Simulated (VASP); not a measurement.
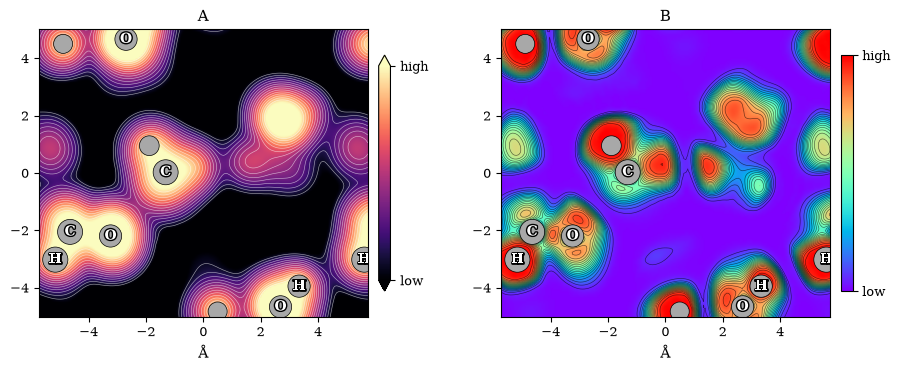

H$_{4}$CO (amorphous cell): 2 fields on the (111) plane of the calculation cell, with unlabelled colour scales. Grey discs cover the atomic cores.

Not relaxed (largest force 0.8 eV/Å).

Level of theory: Kohn-Sham DFT of a periodic cell, PBE, VASP PAW PBE potentials, recommended (VASP 6.6.1).

```xyz
36
Lattice="7.6186 0.0000 0.0000 0.0000 7.6186 0.0000 0.0000 0.0000 7.6186" Properties=species:S:1:pos:R:3 pbc="T T T"
C     5.4893    4.7835    4.5071
C     2.4111    4.3689    6.3239
C     1.0337    7.0076    3.2796
C     7.0250    2.3317    6.8556
C     5.3115    0.9506    4.6514
C     4.5598    6.9736    1.4501
O     5.3322    5.5187    5.7153
O     1.8320    3.1023    6.0323
O     0.0445    6.5543    2.3627
O     7.1076    1.0482    7.4644
O     6.1828    0.9989    3.5275
O     4.8113    5.5883    1.2444
H     6.5603    4.7438    4.3109
H     4.3822    5.5640    5.9056
H     5.1126    3.7572    4.5927
H     4.9974    5.2710    3.6567
H     1.5813    5.0436    6.5318
H     2.5585    2.4877    5.8442
H     3.0622    4.3355    7.2058
H     2.9823    4.7698    5.4777
H     1.0453    6.2871    4.0970
H     0.0206    7.1857    1.6266
H     2.0336    7.0405    2.8303
H     0.7980    0.3781    3.6906
H     5.9888    2.6522    6.9583
H     0.4073    0.7467    7.3818
H     0.0499    3.0690    7.3506
H     7.2764    2.3029    5.7884
H     4.7939    7.6120    4.5955
H     6.6530    1.8467    3.5614
H     5.8561    0.9970    5.6022
H     4.5637    1.7525    4.6328
H     3.5091    7.0555    1.7267
H     5.7446    5.4968    0.9967
H     5.1673    7.3906    2.2624
H     4.7282    7.5662    0.5427
```

> Match the panels to the quantities (electron localisation function and valence pseudo-density).

Panel A: valence pseudo-density. Panel B: electron localisation function. From the grid: O–H (0.97 Å): the density is about 3.7 e/Å³ at the midpoint; the ELF climbs to about 1 towards the hydrogen, as it does in any bond to H (a covalent bond by its length). C–H (1.10 Å): ρ at the midpoint is about 2 e/Å³; the ELF climbs to about 1 towards the hydrogen; an ordinary covalent bond to hydrogen.
